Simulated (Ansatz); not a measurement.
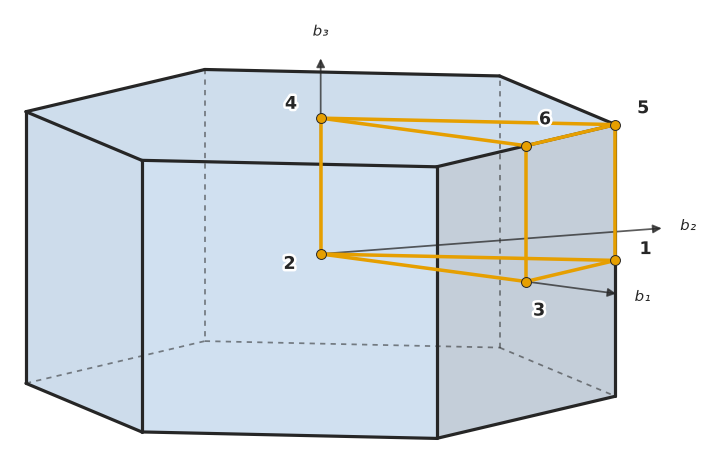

For ZnO, coordinates from a relaxation at fixed volume with Ansatz 0.2.0, DFT PBE, scalar-relativistic, plane waves, PAW; the starting structure was generated, so it need not be a known form of this composition: the first Brillouin zone of a primitive hexagonal lattice (hP; extended symbol hP2) is drawn with its special points numbered. All values are computed from the atomic coordinates in the standard setting (tolerance 0.002 Å).

a = 3.386 Å, b = 3.386 Å, c = 5.464 Å, α = 90.00°, β = 90.00°, γ = 120.00°.

Labels and path follow the convention of Hinuma et al. (2017), as computed by seekpath; the arrows show the directions of the reciprocal primitive vectors b₁, b₂, b₃, in which coordinates are given.

### Which special point is each number?

```json
{"no.": "1", "label": "K", "coordinates": "(1/3, 1/3, 0)"}
{"no.": "2", "label": "Γ", "coordinates": "(0, 0, 0)"}
{"no.": "3", "label": "M", "coordinates": "(1/2, 0, 0)"}
{"no.": "4", "label": "A", "coordinates": "(0, 0, 1/2)"}
{"no.": "5", "label": "H", "coordinates": "(1/3, 1/3, 1/2)"}
{"no.": "6", "label": "L", "coordinates": "(1/2, 0, 1/2)"}
```
